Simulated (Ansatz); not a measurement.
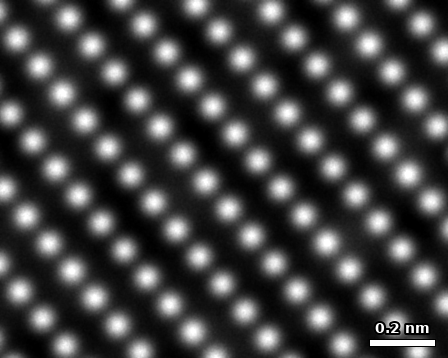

Dark-field STEM-like image of Ni (Pm-3m, No. 221). The image is simulated as a sum over atoms of Z^1.8, blurred by a 0.61 Å probe (no channelling). Shot noise and the speckle of an amorphous layer were added. Model: the end point of a relaxation with DFT, RPBE, plane waves (420 eV) with PAW, scalar-relativistic in Ansatz 0.2.0; the starting structure was generated, so it need not be a known form of this composition.

```cif
data_structure
_symmetry_space_group_name_H-M 'Pm-3m'
_symmetry_Int_Tables_number 221
_cell_length_a 2.3551
_cell_length_b 2.3551
_cell_length_c 2.3551
_cell_angle_alpha 90.000
_cell_angle_beta 90.000
_cell_angle_gamma 90.000
_cell_volume 13.06
loop_
_atom_site_label
_atom_site_type_symbol
_atom_site_symmetry_multiplicity
_atom_site_Wyckoff_symbol
_atom_site_fract_x
_atom_site_fract_y
_atom_site_fract_z
_atom_site_occupancy
Ni1 Ni 1 a 0.00000 0.00000 0.00000 1
```

Question: Which beam direction gives this image, [221], [110], [111] or [001]? (Directions equivalent by symmetry count as one.)

Answer: [221]. The projected cells are 1.11 × 1.76 Å, 108° for [221]; 1.67 × 2.36 Å, 90° for [110]; 1.92 × 1.92 Å, 120° for [111]; 2.36 × 2.36 Å, 90° for [001], and the image repeats as the [221] one does.
